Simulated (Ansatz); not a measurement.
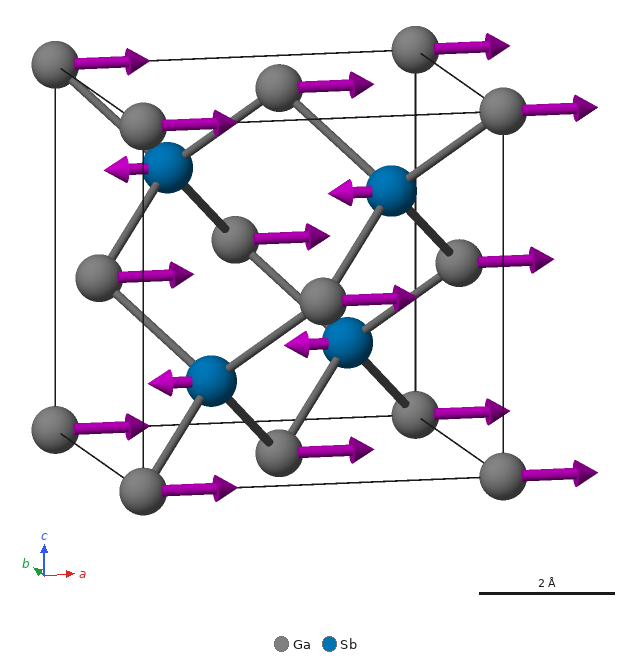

The lowest optical mode of crystalline GaSb relaxed at 30 GPa, space group F-43m (No. 216), at the zone centre. The purple arrows are the displacements of the atoms (eigenvector over the root of the mass), of arbitrary overall length and sign. Style: ball-and-stick. Shown: the conventional cell (4 times the calculation's cell), slightly off an axis. Lengths and directions refer to the drawn axes.

Theory: DFT LDA, scalar-relativistic, plane waves, PAW (Ansatz 0.2.0).

Input file:
```yaml
crystal:
  lattice:
    - [0.0, 2.7549924971, 2.7549924971]
    - [2.7549924971, 0.0, 2.7549924971]
    - [2.7549924971, 2.7549924971, 0.0]
  atoms:
    - { symbol: Ga, position: [0.0, 0.0, 0.0] }
    - { symbol: Sb, position: [0.75, 0.75, 0.75] }
basis:
  ecutwfc: 420
kpoints:
  mp_grid: { grid: [12, 12, 12] }
hamiltonian:
  xc: lda
scf:
  occupations: { method: fermi_dirac, width: 0.15 }
output:
  eigenvalues: true
phonons:
  method: dfpt
  eigenvectors: true
```

Launched with:
```bash
ansatz run input.yaml --threads 1 --pin off --max-ram 3072MiB --backend cpu --events-out ev --progress --plain --runs-dir out
```

Frequencies are those without the non-analytic (LO–TO) term.

Is this crystal at a minimum with respect to the drawn distortion?

Yes: this softest mode has a real frequency, and so have all others here. That speaks for this wave vector alone: the rest of the zone wasn't checked in this run. This is the T₂ mode (triply degenerate; one member of the set is drawn) at 312 cm⁻¹, the only optical level, infrared- and Raman-active by symmetry. The Ga sublattice moves against the Sb sublattice, along a; the kinetic energy is shared as Ga 64 %, Sb 36 %.
